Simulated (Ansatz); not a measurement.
A series of calculations on Si47C48

### Relaxation

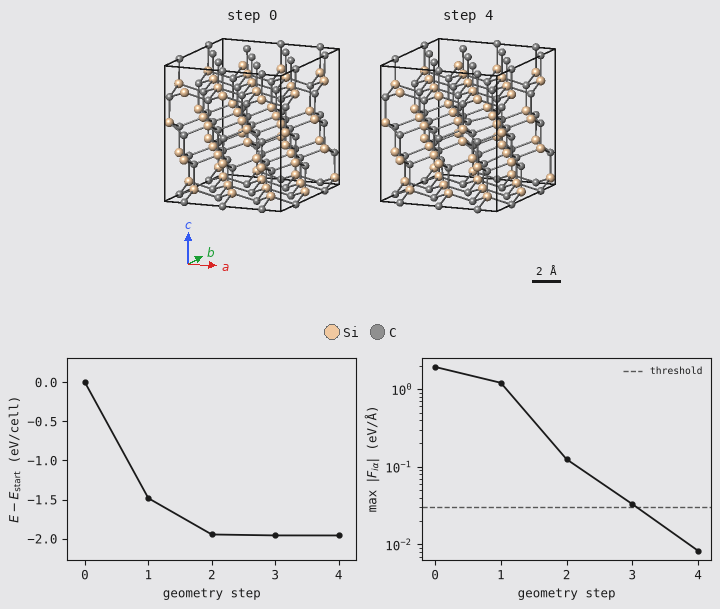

First and last geometry of a relaxation of a defect cell of composition Si$_{47}$C$_{48}$ (cell charge +2), with the history of the run. Style: ball-and-stick. Shown: the cell of the calculation (origin shifted), slightly off an axis.

These are results of Ansatz 0.2.0, DFT, PBEsol, PAW, plane waves, not measurements. Settings: plane-wave cutoff 420 eV; k-point mesh 1 × 1 × 1; mesh shifted by (0.25, 0.25, 0.25); collinear spin; atoms relaxed in a fixed cell; force threshold 0.03 eV/Å; at most 80 steps.

> What do the curves and the structures tell?

It converged. Over 4 geometry steps the energy falls by 1.959 eV per cell of the calculation. Largest force component: 1.9 eV/Å at the start, 0.0083 eV/Å at the end. The atom that moves furthest is a C atom (0.25 Å along +c). By element the largest moves are C 0.25 Å, Si 0.09 Å. The lattice vectors keep their values. Among the contacts that change: C–Si 1.836 → 1.929 Å, C–Si 1.920 → 1.842 Å, C–Si 1.947 → 1.882 Å, C–Si 1.930 → 1.870 Å. Bond angles that change, for instance: C–Si–C 111.1° → 100.7°, C–Si–C 111.7° → 101.9°, C–Si–C 109.7° → 101.0°. The program noted that the starting moments weren't kept.

Limits of the set-up: the cell is charged, on a uniform background, and energies carry no finite-size correction.

### Relaxation

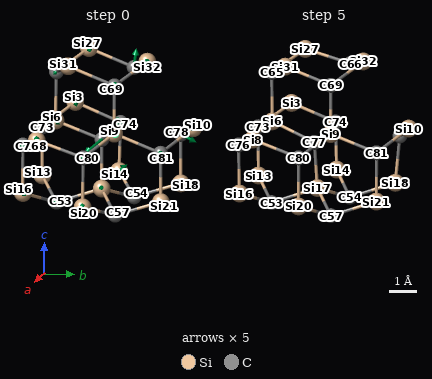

The structure of a defect cell of composition Si$_{47}$C$_{48}$ (cell charge −2) before (left) and after (right) a relaxation, at one scale. The green arrows give the displacements, magnified 5 times.

Style: ball-and-stick. Shown: the atoms within 4.2 Å of the atom that moves most (axes of the cell of the calculation (origin shifted)), slightly off an axis.

Method: DFT, PBEsol, PAW, plane waves (Ansatz). Settings: plane-wave cutoff 420 eV; k-point mesh 1 × 1 × 1; mesh shifted by (0.25, 0.25, 0.25); collinear spin; atoms relaxed in a fixed cell; force threshold 0.03 eV/Å; at most 80 steps.

> What changed between the two?

The largest move is that of C77, 0.20 Å along [2 −1 −1]. By element the largest moves are C 0.20 Å, Si 0.08 Å. The cell doesn't change. Near-neighbour distances that change, for instance: Si9–C77 1.920 → 1.802 Å, Si17–C77 1.905 → 1.808 Å, Si32–C66 1.899 → 1.810 Å, Si3–C74 1.892 → 1.812 Å. Among the angles between lasting bonds that change: C77–Si9–C81 106.6° → 113.3°, Si6–C77–Si9 107.8° → 114.3°, C54–Si17–C77 109.6° → 115.8°. After 5 geometry steps the energy has fallen by 2.306 eV per cell of the calculation. Largest force component: 2.6 eV/Å at the start, 0.013 eV/Å at the end.

Limits of the set-up: the cell is charged, on a uniform background, and energies carry no finite-size correction.

### Defect

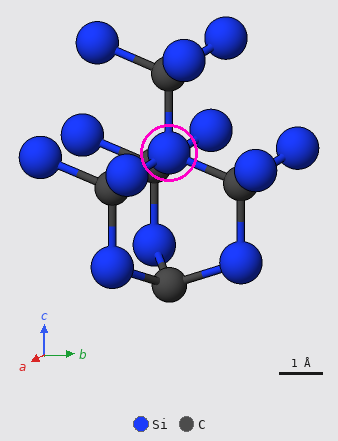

Perfect SiC. Style: ball-and-stick. Shown: the atoms within 3.3 Å of one point, slightly off an axis.

Computed with DFT, PBEsol, PAW, plane waves in Ansatz. Settings: plane-wave cutoff 420 eV; k-point mesh 1 × 1 × 1; mesh shifted by (0.25, 0.25, 0.25); collinear spin. Fermi-Dirac smearing of 0.01 eV. A uniform background neutralises the charged cell. The axes drawn are those of the host's conventional cell.

A silicon atom is taken out (a vacancy) at the ringed place, in charge state −2. The supercell has 96 sites, and the atoms are relaxed at the host's cell.

Q: Predict the relaxed surroundings of the defect.

A: Around the empty Si site the host had 4 C at 1.88 to 1.89 Å; after relaxation the nearest atoms are 4 C at 2.03 to 2.06 Å. Of the host's atoms, a carbon atom moves furthest from its site, by 0.19 Å. The cell's net moment is 2.00 μB.

The relaxed defect, seen from the same direction:

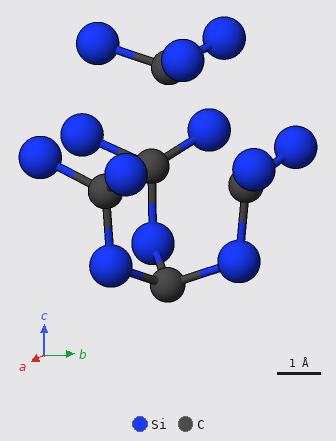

Limits of the set-up: the cell is charged, on a uniform background, and energies carry no finite-size correction.

### Defect

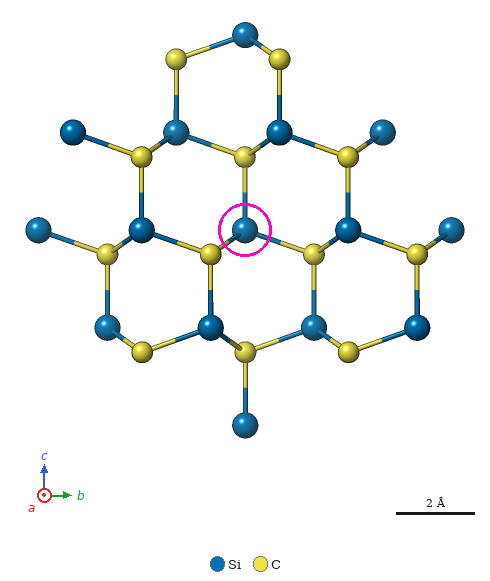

Perfect SiC. Style: ball-and-stick. Shown: the atoms within 5.4 Å of one point, in a slice 5.0 Å thick across the line of sight, along the a axis.

Computed with DFT, PBEsol, PAW, plane waves in Ansatz 0.2.0. Set-up: plane-wave cutoff 420 eV; k-point mesh 1 × 1 × 1; mesh shifted by (0.25, 0.25, 0.25); collinear spin. Fermi-Dirac smearing of 0.01 eV. The axes drawn are those of the host's conventional cell.

A silicon atom is taken out (a vacancy) at the ringed place, in charge state 0. The supercell has 96 sites, and the atoms are relaxed at the host's cell.

### How do the neighbours respond?

Around the empty Si site the host had 4 C at 1.88 to 1.89 Å; after relaxation the nearest atoms are 4 C at 2.04 to 2.08 Å. Of the host's atoms, a carbon atom moves furthest from its site, by 0.19 Å. The cell's net moment is 2.00 μB.

The relaxed defect, seen from the same direction:

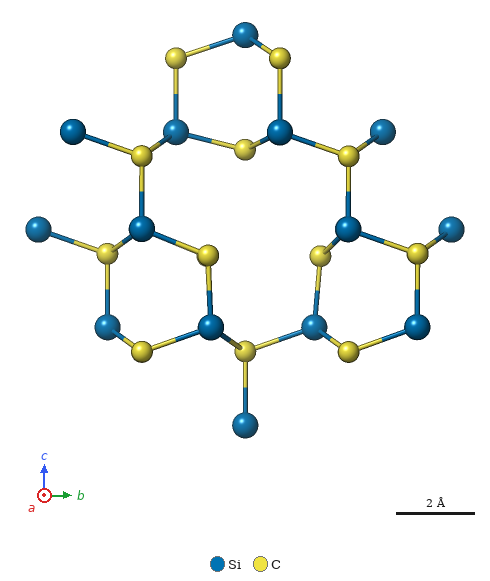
